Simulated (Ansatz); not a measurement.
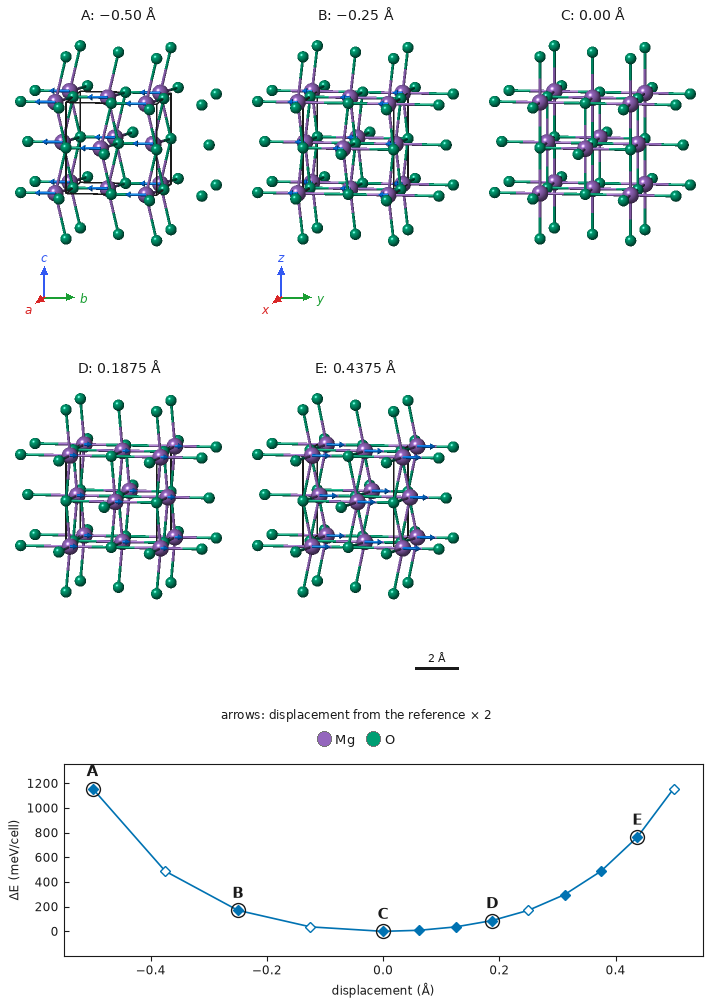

A scan of a crystal of MgO (Fm-3m): the whole Mg sublattice is shifted rigidly, along Cartesian [0 1 0], all else fixed. The lettered frames are marked on the plot. Hollow markers are points alike by symmetry, not computed again. The picture is a ball-and-stick view of the conventional cell (4 times the calculation's cell), seen along the a axis, with a slight tilt. Blue arrows: displacements from the reference. Lengths and directions refer to the drawn axes.

The calculation used DFT PBEsol, scalar-relativistic, plane waves, PAW in Ansatz. (plane-wave cutoff 420 eV; k-point mesh 10 × 10 × 10; occupations gaussian; smearing width 0.05 eV; no spin polarisation). Energies (free energies at the smearing named) are counted from the cell as listed in its source, which wasn't relaxed.

### Read off the main features of the energy profile.

Of the computed points the lowest is at the displacement 0.00 Å, 0 meV/cell. The end points stand at 1158 meV/cell (−0.50 Å) and 1158 meV/cell (0.50 Å). The curvature at zero is about 4.6 eV/Å² per cell. The well is symmetric. At the highest point the shortest interatomic distance is 1.64 Å, against 2.13 Å in the reference. The distortion takes the space group from Fm-3m to I4mm.
